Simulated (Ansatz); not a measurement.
Zn$_{8}$O$_{7}$ (charge +2): geometry relaxation (part 1 of 2)

The run: geometry relaxation of Zn$_{8}$O$_{7}$ (defect cell, 15 atoms in the cell, total charge +2). Method and program: DFT PBE, scalar-relativistic, plane waves, PAW, no spin polarisation (Ansatz 0.2.0).

The structure derives from a Materials Project entry. It belongs to a series of runs on one base structure; here: O vacancy (site b), charge +2, atoms relaxed at the host's cell. Figures and captions count atoms from 1; the log counts them from 0 in places.

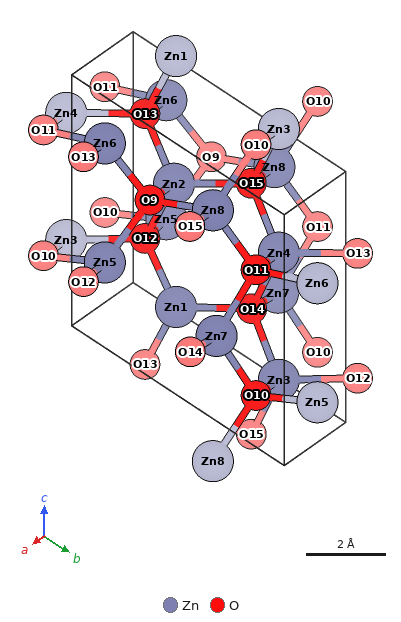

*The starting structure (ball-and-stick view of the cell of the calculation, seen slightly off an axis; neighbours outside the cell are drawn fainter; atoms are numbered from 1 in the order of the input).*

Near neighbours in the crystal (not all of them lie inside the picture): Zn has 3 O at 1.94 to 1.98 Å; Zn has 4 O at 1.97 to 2.01 Å; O has 4 Zn at 1.94 to 2.01 Å.

## Key numbers

```json
{"quantity": "outcome", "value": "converged"}
{"quantity": "electrons treated", "value": "136"}
{"quantity": "free energy", "value": "−30540.7288 eV"}
{"quantity": "Fermi energy", "value": "6.422 eV"}
{"quantity": "gap on the k-point mesh", "value": "0.16 eV"}
{"quantity": "final volume", "value": "197.20 Å³"}
{"quantity": "largest force (length of the vector) at the end", "value": "0.025 eV/Å"}
{"quantity": "hardware", "value": "4 threads of Oxide Virtual Turin-like (Zen 5), 32 GiB of memory available, shared host"}
{"quantity": "wall time", "value": "30 s (CPU time 1.9 min)"}
{"quantity": "peak memory", "value": "0.76 GiB"}
```

## Input file
```yaml
crystal:
  lattice:
    - [0.0, 0.0, 5.2932331742]
    - [6.5587815588, -1.0e-10, 0.0]
    - [-3.2793907794, 5.6800714478, 0.0]
  atoms:
    - { symbol: Zn, position: [0.4536972316, 0.3333333333, 0.1666666667] }
    - { symbol: Zn, position: [0.5032900875, 0.3380381227, 0.6690190613] }
    - { symbol: Zn, position: [0.5032900875, 0.8309809387, 0.1619618773] }
    - { symbol: Zn, position: [0.5032900875, 0.8309809387, 0.6690190613] }
    - { symbol: Zn, position: [0.0071385315, 0.1581638904, 0.3418361096] }
    - { symbol: Zn, position: [0.0071385315, 0.1581638904, 0.8163277808] }
    - { symbol: Zn, position: [0.0071385315, 0.6836722192, 0.3418361096] }
    - { symbol: Zn, position: [0.0082139169, 0.6666666667, 0.8333333333] }
    - { symbol: O, position: [0.8813175584, 0.3341427478, 0.6670713739] }
    - { symbol: O, position: [0.8813175584, 0.8329286261, 0.1658572522] }
    - { symbol: O, position: [0.8813175584, 0.8329286261, 0.6670713739] }
    - { symbol: O, position: [0.3810200379, 0.1658735838, 0.3341264162] }
    - { symbol: O, position: [0.3810200379, 0.1658735838, 0.8317471676] }
    - { symbol: O, position: [0.3810200379, 0.6682528324, 0.3341264162] }
    - { symbol: O, position: [0.3825646172, 0.6666666667, 0.8333333333] }
  host:
    lattice:
      - [3.2793907794, 0.0, 0.0]
      - [-1.6396953897, 2.8400357239, 0.0]
      - [0.0, 0.0, 5.2932331742]
    atoms:
      - { symbol: Zn, position: [0.6666666667, 0.3333333333, 0.5006044116] }
      - { symbol: Zn, position: [0.3333333333, 0.6666666667, 0.0006044116] }
      - { symbol: O, position: [0.6666666667, 0.3333333333, 0.8797055884] }
      - { symbol: O, position: [0.3333333333, 0.6666666667, 0.3797055884] }
total_charge: 2
basis:
  ecutwfc: 420
  xc_grid: 2
kpoints:
  mp_grid: { grid: [4, 4, 4], shift: [0.0, 0.0, 0.0] }
hamiltonian:
  xc: pbe
scf:
  occupations: { method: gaussian, width: 0.01 }
output:
  forces: true
  stress: false
  eigenvalues: true
  charged_corrections:
    defect_position: [0.87970559, 0.33333333, 0.16666667]
    epsilon: [[10.5528, 0.0, 0.0], [0.0, 10.5528, 0.0], [0.0, 0.0, 11.5878]]
  write_density: true
  write_potential: true
  elf: true
  volumetric_format: npy
relax:
  adjacent_minimum: "off"
  f_tol: 0.025
  max_steps: 45
```

Command:
```bash
ansatz run input.yaml --threads 4 --pin off --max-ram 10240MiB --backend cpu --events-out ev --progress --plain --runs-dir out
```

## Output
```
Engine: ansatz 0.2.0, x86_64-unknown-linux-gnu
Pseudopotentials: kind: paw
Pseudopotential: Zn, paw, valence charge 12, recommended cutoff 420 eV (normal), Zn.paw.azcp
Pseudopotential: O, paw, valence charge 6, recommended cutoff 420 eV (normal), O.paw.azcp
Functional definition: PBE
  parameter kappa = 0.804
  parameter beta = 0.06672455060314922
  exchange = pbe_x(kappa = kappa, mu = beta*pi^2/3)
  correlation = pbe_c(beta = beta)
Crystal: 15 atoms, lattice volume = 197.196 Å³
Basis set: ecut = 420 eV, 3809 PW (Γ), exchange–correlation on 72×90×90 points (8 copies of the dense FFT grid, shifted against one another)
Bands: 83, of which v1, the nominal top of the filled ones, is band 68 counted from 1 (67 counted from 0)
Symmetry: 6 space group operations
Space group: P3m1 (ITA 156), of the structure as read, at distance tolerance 5.8e-5 Å
k-points: 13 of 64 (time reversal used)
Non-local potential: Zn, projectors of the file, l = 0: 2, l = 1: 2, l = 2: 3, l = 3: 1
Non-local potential: O, projectors of the file, l = 0: 2, l = 1: 2, l = 2: 1
PAW form: soft (Blöchl's): semilocal exchange-correlation on the pseudo side does not see the compensation charge
PAW one-centre angular grid: Zn, 590 points (default); XC on 64 Gauss nodes
PAW one-centre angular grid: O, 110 points (default); XC on 64 Gauss nodes
Initial density: superposition of atomic densities (neutral atoms scaled as one to the charged cell's electrons: chi_scale 0, normalization atom), corrected by the library's trained network
Initial wavefunctions: pseudopotential atomic-orbital guess
Functional: x = pbe(κ = 0.804, μ = 0.2195149727645171), c = pbe(β = 0.06672455060314922)
SCF iter   1: F=—  HF=-30543.909571 eV  |F-HF|=—  |Δ(HF+E_count)|=         —  Δρ=7.72e-2  dr2=9.53e0  ethr=1.77e-3  ⟨swp⟩=6.1  Hψ=3927  notcnv=0  defer=7
preconditioner: auto → Resta (q_TF=auto, 2.564 Å⁻¹)  ε∞=6.7  [insulator: Δε(μ)=0.888 eV  Ē_g=12.897 eV  σ=0.010 eV  W_gap=1.00  n_scr=58 (ndim 8)  ℏωp=30.8 eV  f_vac=0.026  D(μ)=0.00/eV (n_scr^D=0)  ε∞_Penn≈6.7]
SCF iter   2: F=—  HF=-30541.050881 eV  |F-HF|=—  |Δ(HF+E_count)|=    2.86e0  Δρ=1.53e-2  dr2=1.43e0  ethr=1.77e-3  ⟨swp⟩=2.2  Hψ=2131  notcnv=0  defer=107
SCF iter   3: F=—  HF=-30540.484315 eV  |F-HF|=—  |Δ(HF+E_count)|=   5.67e-1  Δρ=1.29e-2  dr2=7.15e-1  ethr=1.05e-3  ⟨swp⟩=2.1  Hψ=2126  notcnv=0  defer=111
SCF iter   4: F=—  HF=-30540.340588 eV  |F-HF|=—  |Δ(HF+E_count)|=   1.44e-1  Δρ=8.59e-3  dr2=1.36e-1  ethr=5.26e-4  ⟨swp⟩=2.4  Hψ=1917  notcnv=0  defer=110
SCF iter   5: F=—  HF=-30540.346702 eV  |F-HF|=—  |Δ(HF+E_count)|=   6.11e-3  Δρ=4.75e-3  dr2=4.02e-2  ethr=1.00e-4  ⟨swp⟩=2.5  Hψ=2118  notcnv=0  defer=113
SCF iter   6: F=—  HF=-30540.339698 eV  |F-HF|=—  |Δ(HF+E_count)|=   7.00e-3  Δρ=1.34e-3  dr2=4.16e-3  ethr=2.95e-5  ⟨swp⟩=2.1  Hψ=1859  notcnv=0  defer=113
SCF iter   7: F=—  HF=-30540.341704 eV  |F-HF|=—  |Δ(HF+E_count)|=   2.01e-3  Δρ=1.18e-3  dr2=1.83e-3  ethr=3.06e-6  ⟨swp⟩=2.0  Hψ=1851  notcnv=0  defer=113
SCF iter   8: F=—  HF=-30540.341173 eV  |F-HF|=—  |Δ(HF+E_count)|=   5.30e-4  Δρ=4.84e-4  dr2=3.86e-4  ethr=1.35e-6  ⟨swp⟩=2.0  Hψ=1841  notcnv=0  defer=113
SCF iter   9: F=—  HF=-30540.341095 eV  |F-HF|=—  |Δ(HF+E_count)|=   7.80e-5  Δρ=8.29e-5  dr2=1.70e-5  ethr=2.84e-7  ⟨swp⟩=2.0  Hψ=1756  notcnv=0  defer=113
SCF iter  10: F=—  HF=-30540.341110 eV  |F-HF|=—  |Δ(HF+E_count)|=   1.48e-5  Δρ=9.59e-5  dr2=1.61e-5  ethr=1.15e-8  ⟨swp⟩=16.8  Hψ=11465  notcnv=0
SCF iter  11: F=-30540.341106 eV  HF=-30540.341108 eV  |F-HF|=1.42e-6  |Δ(HF+E_count)|=   2.02e-6  Δρ=3.68e-5  dr2=2.29e-6  ethr=1.15e-8  ⟨swp⟩=11.0  Hψ=9865  notcnv=0
SCF 1 converged in 11 iterations: F = -30540.341106 eV  dr2 = 2.29e-6
  greatest PAW one-centre occupation: 0.988 electrons in one spin orbital (limit 2), on the Zn atom at site 0 (counted from 0), in its partial waves of l = 2
relax step   1: F+E_penalty+E_count = -30540.34110649 eV  Δ(F+E_penalty+E_count) = +0.000e0 eV  max|allowed force component| = 1.063e0 eV/Å  Δτ_max = 0.0000 Å  (11 SCF iters, dr2 threshold 1.56e-5 eV, accepted)
Initial density: handed on by an earlier stage of this run
Initial wavefunctions: those handed on with the density
iter 1 solved again at ethr=4.75e-4 eV; its pass at ethr=3.10e-3 eV (dr2=6.47e-1 eV) is discarded
SCF iter   1: F=—  HF=-30540.906882 eV  |F-HF|=—  |Δ(HF+E_count)|=         —  Δρ=2.20e-2  dr2=6.56e-1  ethr=4.75e-4  ⟨swp⟩=1.0  Hψ=4047  notcnv=0  defer=99
preconditioner: auto → LDOS  [metal: Δε(μ)=0.005 eV  Ē_g=11.760 eV  σ=0.010 eV  W_gap=0.27  n_scr=58 (ndim 8)  ℏωp=30.8 eV  f_vac=0.095  D(μ)=4.52/eV (n_scr^D=26)  β→1.0]
SCF iter   2: F=—  HF=-30540.835870 eV  |F-HF|=—  |Δ(HF+E_count)|=   7.10e-2  Δρ=1.58e-2  dr2=5.83e-1  ethr=4.75e-4  ⟨swp⟩=3.5  Hψ=1948  notcnv=0  defer=99
SCF iter   3: F=—  HF=-30540.636779 eV  |F-HF|=—  |Δ(HF+E_count)|=   1.99e-1  Δρ=2.43e-3  dr2=7.03e-3  ethr=4.29e-4  ⟨swp⟩=2.6  Hψ=2146  notcnv=0  defer=107
SCF iter   4: F=—  HF=-30540.633809 eV  |F-HF|=—  |Δ(HF+E_count)|=   2.97e-3  Δρ=1.04e-3  dr2=1.13e-3  ethr=5.17e-6  ⟨swp⟩=2.1  Hψ=1854  notcnv=0  defer=107
SCF iter   5: F=—  HF=-30540.633779 eV  |F-HF|=—  |Δ(HF+E_count)|=   3.00e-5  Δρ=3.36e-4  dr2=2.57e-4  ethr=8.32e-7  ⟨swp⟩=2.0  Hψ=1853  notcnv=0  defer=107
SCF iter   6: F=—  HF=-30540.633759 eV  |F-HF|=—  |Δ(HF+E_count)|=   2.00e-5  Δρ=1.56e-4  dr2=3.65e-5  ethr=5.19e-8  ⟨swp⟩=14.1  Hψ=9824  notcnv=0
SCF iter   7: F=-30540.633744 eV  HF=-30540.633753 eV  |F-HF|=8.74e-6  |Δ(HF+E_count)|=   5.64e-6  Δρ=6.82e-5  dr2=9.27e-6  ethr=2.69e-8  ⟨swp⟩=11.2  Hψ=10005  notcnv=0
SCF 2 converged in 7 iterations: F = -30540.633744 eV  dr2 = 9.27e-6
  greatest PAW one-centre occupation: 0.988 electrons in one spin orbital (limit 2), on the Zn atom at site 4 (counted from 0), in its partial waves of l = 2
relax step   2: F+E_penalty+E_count = -30540.63374426 eV  Δ(F+E_penalty+E_count) = -2.926e-1 eV  max|allowed force component| = 4.873e-1 eV/Å  Δτ_max = 0.1090 Å  (7 SCF iters, dr2 threshold 7.06e-5 eV, accepted)
iter 1 solved again at ethr=3.85e-4 eV; its pass at ethr=3.10e-3 eV (dr2=5.24e-1 eV) is discarded
SCF iter   1: F=—  HF=-30540.962162 eV  |F-HF|=—  |Δ(HF+E_count)|=         —  Δρ=2.05e-2  dr2=5.32e-1  ethr=3.85e-4  ⟨swp⟩=1.0  Hψ=4093  notcnv=0  defer=93
preconditioner: auto → Resta (q_TF=auto, 2.564 Å⁻¹)  ε∞=7.8  [insulator: Δε(μ)=0.259 eV  Ē_g=11.825 eV  σ=0.010 eV  W_gap=1.00  n_scr=58 (ndim 8)  ℏωp=30.8 eV  f_vac=0.113  D(μ)=0.00/eV (n_scr^D=0)  ε∞_Penn≈7.8]
SCF iter   2: F=—  HF=-30540.776321 eV  |F-HF|=—  |Δ(HF+E_count)|=   1.86e-1  Δρ=9.46e-3  dr2=1.21e-1  ethr=3.85e-4  ⟨swp⟩=2.1  Hψ=1636  notcnv=0  defer=93
SCF iter   3: F=—  HF=-30540.731168 eV  |F-HF|=—  |Δ(HF+E_count)|=   4.52e-2  Δρ=2.53e-3  dr2=7.44e-3  ethr=8.86e-5  ⟨swp⟩=3.0  Hψ=1902  notcnv=0  defer=94
SCF iter   4: F=—  HF=-30540.727170 eV  |F-HF|=—  |Δ(HF+E_count)|=   4.00e-3  Δρ=6.95e-4  dr2=6.28e-4  ethr=5.47e-6  ⟨swp⟩=2.0  Hψ=1960  notcnv=0  defer=107
SCF iter   5: F=—  HF=-30540.727830 eV  |F-HF|=—  |Δ(HF+E_count)|=   6.60e-4  Δρ=5.01e-4  dr2=3.73e-4  ethr=4.62e-7  ⟨swp⟩=2.5  Hψ=2252  notcnv=0  defer=102
SCF iter   6: F=—  HF=-30540.727767 eV  |F-HF|=—  |Δ(HF+E_count)|=   6.31e-5  Δρ=8.09e-5  dr2=3.07e-5  ethr=2.75e-7  ⟨swp⟩=2.0  Hψ=1851  notcnv=0  defer=102
SCF iter   7: F=-30540.727762 eV  HF=-30540.727769 eV  |F-HF|=6.92e-6  |Δ(HF+E_count)|=   1.82e-6  Δρ=7.73e-5  dr2=1.28e-5  ethr=1.09e-8  ⟨swp⟩=15.4  Hψ=10550  notcnv=0
SCF 3 converged in 7 iterations: F = -30540.727762 eV  dr2 = 1.28e-5
relax step   3: F+E_penalty+E_count = -30540.72776159 eV  Δ(F+E_penalty+E_count) = -9.402e-2 eV  max|allowed force component| = 6.626e-2 eV/Å  Δτ_max = 0.1238 Å  (7 SCF iters, dr2 threshold 1.48e-5 eV, accepted)
SCF iter   1: F=—  HF=-30540.728999 eV  |F-HF|=—  |Δ(HF+E_count)|=         —  Δρ=8.49e-4  dr2=9.16e-4  ethr=1.04e-5  ⟨swp⟩=3.4  Hψ=2309  notcnv=0  defer=106
preconditioner: auto → Resta (q_TF=auto, 2.564 Å⁻¹)  ε∞=7.9  [insulator: Δε(μ)=0.163 eV  Ē_g=11.753 eV  σ=0.010 eV  W_gap=1.00  n_scr=58 (ndim 8)  ℏωp=30.8 eV  f_vac=0.111  D(μ)=0.00/eV (n_scr^D=0)  ε∞_Penn≈7.9]
SCF iter   2: F=—  HF=-30540.728696 eV  |F-HF|=—  |Δ(HF+E_count)|=   3.03e-4  Δρ=4.01e-4  dr2=2.11e-4  ethr=6.73e-7  ⟨swp⟩=2.0  Hψ=1993  notcnv=0  defer=106
SCF iter   3: F=—  HF=-30540.728624 eV  |F-HF|=—  |Δ(HF+E_count)|=   7.12e-5  Δρ=1.15e-4  dr2=2.26e-5  ethr=1.55e-7  ⟨swp⟩=2.0  Hψ=1766  notcnv=0  defer=106
SCF iter   4: F=—  HF=-30540.728809 eV  |F-HF|=—  |Δ(HF+E_count)|=   1.85e-4  Δρ=3.00e-5  dr2=1.94e-6  ethr=1.66e-8  ⟨swp⟩=2.0  Hψ=1841  notcnv=0  defer=106
SCF iter   5: F=—  HF=-30540.728810 eV  |F-HF|=—  |Δ(HF+E_count)|=   1.27e-6  Δρ=1.61e-5  dr2=7.00e-7  ethr=1.43e-9  ⟨swp⟩=2.0  Hψ=1766  notcnv=0  defer=106
SCF iter   6: F=—  HF=-30540.728810 eV  |F-HF|=—  |Δ(HF+E_count)|=   6.04e-8  Δρ=8.12e-6  dr2=2.15e-7  ethr=5.15e-10  ⟨swp⟩=2.0  Hψ=1766  notcnv=0  defer=106
SCF iter   7: F=-30540.728810 eV  HF=-30540.728810 eV  |F-HF|=1.05e-8  |Δ(HF+E_count)|=   5.69e-8  Δρ=3.87e-6  dr2=5.02e-8  ethr=7.35e-11  ⟨swp⟩=12.6  Hψ=7548  notcnv=0
SCF 4 converged in 7 iterations: F = -30540.728810 eV  dr2 = 5.02e-8
relax step   4: F+E_penalty+E_count = -30540.72881043 eV  Δ(F+E_penalty+E_count) = -1.049e-3 eV  max|allowed force component| = 2.400e-2 eV/Å  Δτ_max = 0.0041 Å  (7 SCF iters, accepted)
```

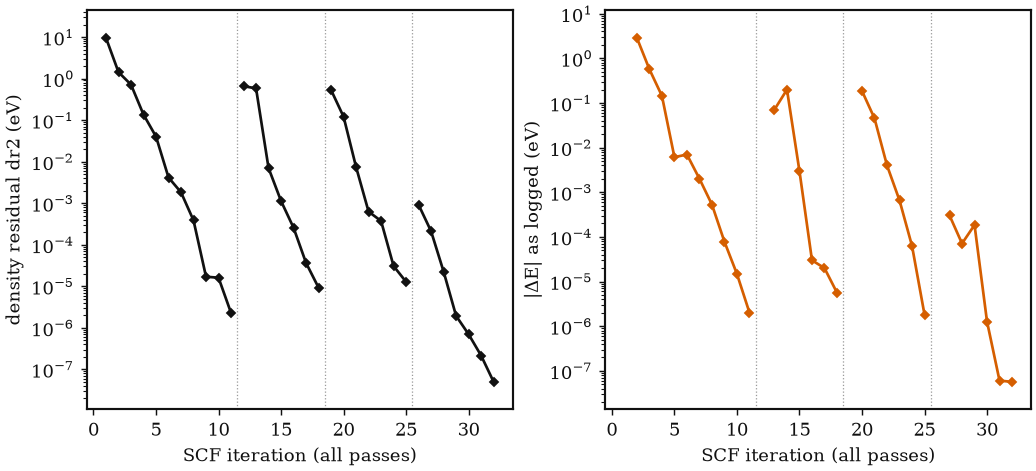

*Convergence of the self-consistent field: density residual dr2 and size of the energy change against the SCF iteration. The dotted lines part the SCF passes of the relaxation: geometry steps, rejected trials and re-solves on a re-selected basis.*

The passes take 11, 7, 7 and 7 iterations.

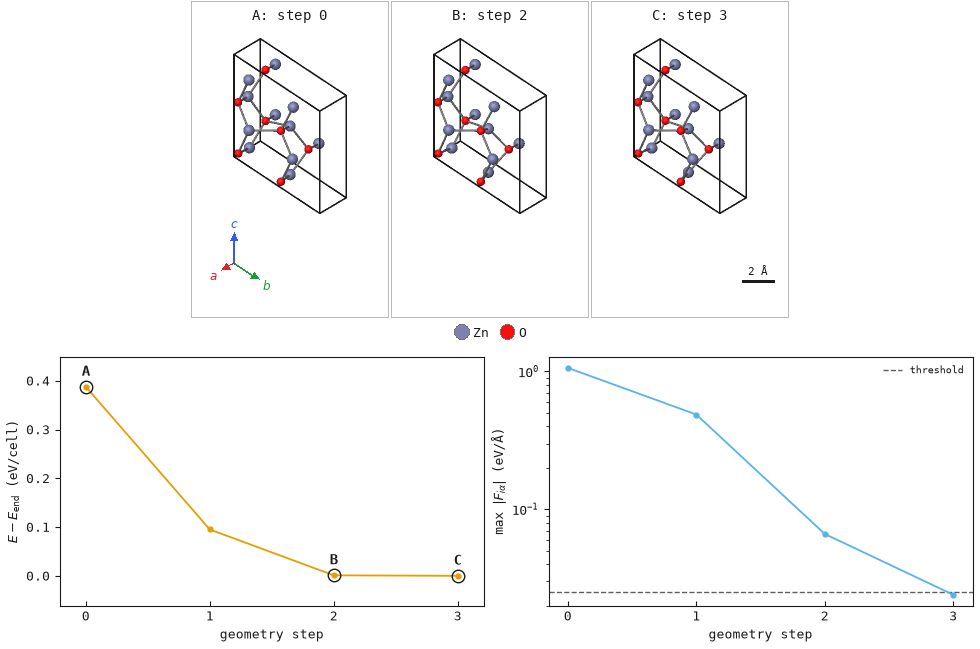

*Frames of the relaxation (ball-and-stick view of the cell of the calculation (origin shifted), seen slightly off an axis) above the curves, on which the letters mark them (the first geometry is step 0 here and step 1 in the log).*

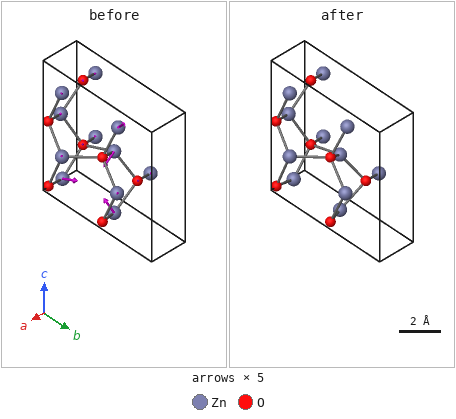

*Before (left) and after (right) the relaxation, at one scale (ball-and-stick view of the cell of the calculation (origin shifted), seen slightly off an axis). The pink arrows give the displacements, magnified 5 times.*

After 3 geometry steps the energy has fallen by 0.388 eV per cell of the calculation. The largest force component goes from 1.1 to 0.024 eV/Å. The largest moves, 0.19 Å, are those of Zn1, Zn5, Zn6 and Zn7. Largest moves by element: Zn 0.19 Å, O 0.02 Å. The lattice vectors keep their values. Distances before and after: Zn5–O12 1.981 → 1.937 Å, Zn5–O10 1.966 → 1.930 Å, Zn1–O12 1.941 → 1.912 Å, Zn8–O15 1.982 → 1.961 Å. Among the angles that change: Zn5–O10–Zn7 104.7° → 92.8°, O10–Zn7–O11 113.5° → 118.4°, O10–Zn7–O14 110.9° → 115.3°. (Atoms are counted from 1 in the order of the input.)
